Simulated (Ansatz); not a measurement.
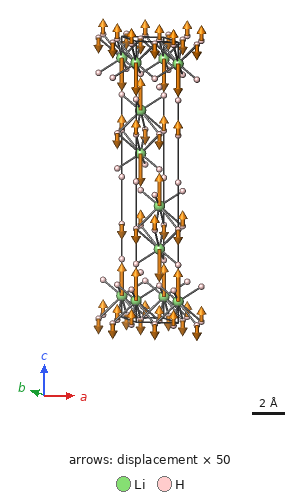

This is a relaxation of a crystal of Li2H5 (a generated structure, set up in R-3m) (coarse preliminary run). The starting structure is drawn; orange arrows show the displacements (the part carried along by the change of the cell is left out), magnified 50 times.

Style: ball-and-stick. Shown: the conventional cell (3 times the calculation's cell), slightly off an axis. Lengths and directions refer to the drawn axes.

Computed with DFT PBE, scalar-relativistic, plane waves, PAW (Ansatz 0.2.0).

Input file:
```yaml
crystal:
  lattice:
    - [1.3757607014, 0.7942958113, 6.0596591348]
    - [-1.3757607014, 0.7942958113, 6.0596591348]
    - [0.0, -1.5885916226, 6.0596591348]
  atoms:
    - { symbol: Li, position: [0.0766899566, 0.0766899566, 0.0766899566] }
    - { symbol: Li, position: [0.9233100434, 0.9233100434, 0.9233100434] }
    - { symbol: H, position: [0.2070186595, 0.2070186595, 0.2070186595] }
    - { symbol: H, position: [0.7929813405, 0.7929813405, 0.7929813405] }
    - { symbol: H, position: [0.3319483372, 0.3319483372, 0.3319483372] }
    - { symbol: H, position: [0.6680516628, 0.6680516628, 0.6680516628] }
    - { symbol: H, position: [0.5, 0.5, 0.5] }
basis:
  ecutwfc: 420
kpoints:
  mp_grid: { grid: [9, 9, 9] }
hamiltonian:
  xc: pbe
scf:
  occupations: { method: gaussian, width: 0.1 }
  lower_state_search: "off"
output:
  forces: true
  stress: true
  eigenvalues: true
relax:
  adjacent_minimum: "off"
  f_tol: 0.04
  max_steps: 70
  cell: { stress_tol: 0.4 }
```

Command:
```bash
ansatz run input.yaml --threads 1 --pin off --max-ram 2048MiB --backend cpu --events-out ev --progress --plain --runs-dir out
```

Describe the change and its energy.

The energy falls by 1.0 meV per atom in 3 accepted moves (4 points after the start). The largest force component goes from 0.12 to 0.031 eV/Å. Pressure: −0.05 GPa at the start and −0.18 GPa at the end. At 1 point the geometry stayed and the basis and grid were re-selected for the new cell (energy shift of less than 0.05 meV per atom at most each time). The largest moves relative to the cell, 0.043 Å, are those of Li1 and Li2. Li1 goes along +c. By element the largest moves are Li 0.043 Å, H 0.021 Å. The drawn cell changes as follows: a = b 2.752 → 2.768 Å (+0.6 %), c 18.179 → 18.069 Å (−0.6 %); the volume changes by +0.6 %. Some distances before and after: Li1–H5 2.130 → 2.175 Å, Li1–H4 1.827 → 1.808 Å, Li1–H6 2.097 → 2.114 Å. Bond angles that change, for instance: H3–Li2–H3 97.7° → 99.9°, Li2–H3–Li2 97.7° → 99.9°. The space group stays R-3m (No. 166). Cost: 15 s on 1 thread of Arm Neoverse V1 (shared host), peak memory 0.32 GiB.
